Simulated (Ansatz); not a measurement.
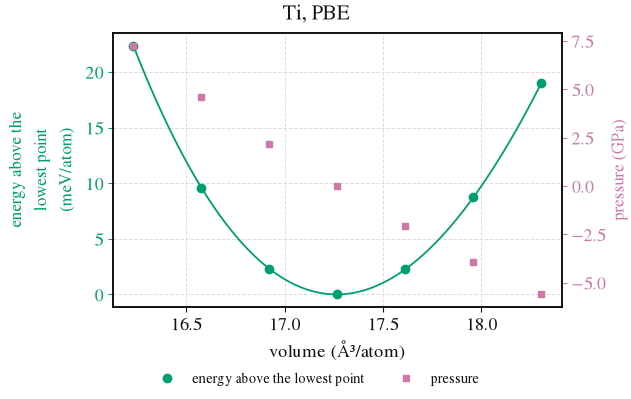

The picture above shows the energy above the lowest point and pressure against volume for Ti, space group Im-3m (No. 229) (one of a set of cubic test structures, which need not be the stable phase).

How it was computed, with Ansatz 0.2.0 development build: equation of state of a cubic crystal from periodic Kohn-Sham density functional theory without spin, third-order Birch-Murnaghan fit to the free energies; pressure corrected for the finite basis. Level: PBE.

structure type bcc; atoms in cell 1; space group number 229; lattice centring body-centred primitive; k mesh 47×47×47; occupation method Fermi–Dirac; occupation width 0.06123 eV; wave cutoff 420 eV; datasets soft-1 PAW; density tolerance 1e−07 eV; bands 10; density cutoff ratio 4; search for lower states default.

Give the values behind the plot as a table.

| volume (Å³/atom) | energy above the lowest point (meV/atom) | pressure (GPa) |
| --- | --- | --- |
| 16.23 | 22.4 | 7.3 |
| 16.58 | 9.6 | 4.6 |
| 16.92 | 2.3 | 2.2 |
| 17.27 | 0.0 | 0.0 |
| 17.61 | 2.3 | −2.1 |
| 17.96 | 8.7 | −3.9 |
| 18.30 | 19.0 | −5.6 |

Note: cubic model structure, not the ambient form.
